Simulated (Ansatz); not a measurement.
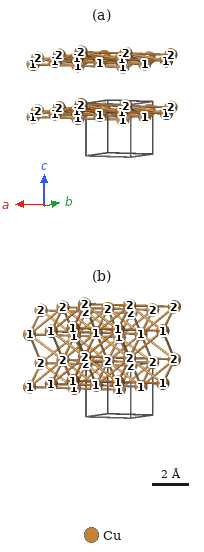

The structure of a crystal of Cu (set up in P-1) before (top) and after (bottom) a relaxation, at one scale.

A ball-and-stick model of the cell of the calculation, repeated 3 × 3 × 2 with one cell outlined, seen from a free direction.

Theory: DFT PBE, scalar-relativistic, plane waves, PAW (Ansatz). Set-up: plane-wave cutoff 420 eV; k-point mesh 12 × 12 × 12; occupations gaussian; smearing width 0.15 eV; no spin polarisation; atoms relaxed in a fixed cell; force threshold 0.01 eV/Å; at most 80 steps.

Summarise the run.

Answer. The largest moves, 0.60 Å, are those of Cu1 and Cu2. Cu1 goes roughly along [2 1 −3]. The lattice vectors keep their values. Among the contacts that change: Cu1–Cu2 3.604 → 2.501 Å, Cu1–Cu2 (another image) 1.551 → 2.502 Å, Cu1–Cu2 (another image) 3.402 → 2.501 Å, Cu1–Cu2 (another image) 3.156 → 2.502 Å. New bonds form: Cu1–Cu2 (3.16 → 2.50 Å), Cu1–Cu2 (3.40 → 2.50 Å), Cu1–Cu2 (3.60 → 2.50 Å). Among the angles between lasting bonds that change: Cu2–Cu1–Cu2 150.4° → 107.7°, Cu2–Cu1–Cu2 114.1° → 72.3°, Cu2–Cu1–Cu2 140.8° → 107.7°. The space group (tolerance 0.01 Å) goes from P-1 (No. 2) to I4/mmm (No. 139). After 4 accepted moves (5 points after the start) the energy has fallen by 8.827 eV per cell of the calculation. Largest force component: 20 eV/Å at the start, 0.0052 eV/Å at the end. 1 step only repeated the SCF at the same geometry.
